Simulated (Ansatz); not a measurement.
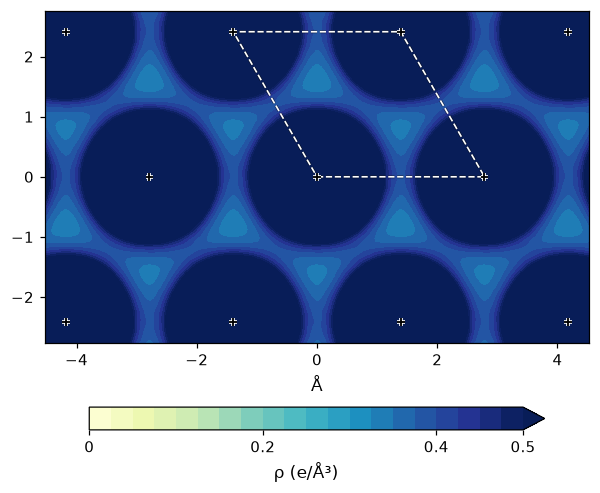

The valence charge density (pseudo) on a plane through atoms (crosses mark nuclei in the plane).

Theory: Ansatz 0.2.0, DFT, PBE, plane waves (420 eV) with PAW, scalar-relativistic.

Candidates:
A. W, a = 2.79 Å, b = 2.79 Å, c = 9.82 Å, α = 90.00°, β = 90.00°, γ = 120.00°. Space group P6₃/mmc; set up as W, dhcp; a generated structure, not necessarily the stable one.
B. Be, a = 3.47 Å, b = 3.47 Å, c = 2.13 Å, α = 90.00°, β = 90.00°, γ = 120.00°. Space group P6/mmm; set up as Be, omega (AlB2-type); a generated structure, not necessarily the stable one; changed on purpose from its base cell (volume × 0.92); computed pressure about 11 GPa in this cell.
C. Co, a = 2.53 Å, b = 2.53 Å, c = 8.19 Å, α = 90.00°, β = 90.00°, γ = 120.00°. Space group P6₃/mmc; set up as Co, dhcp; a generated structure, not necessarily the stable one; changed on purpose from its base cell (volume × 1.04); computed pressure about −8 GPa in this cell; spin-polarised.

Which candidate gave the map?

Answer. Candidate A: W on the (001) plane of the conventional cell, which holds W. W–W (2.79 Å): the density is about 0.39 e/Å³ at the midpoint.
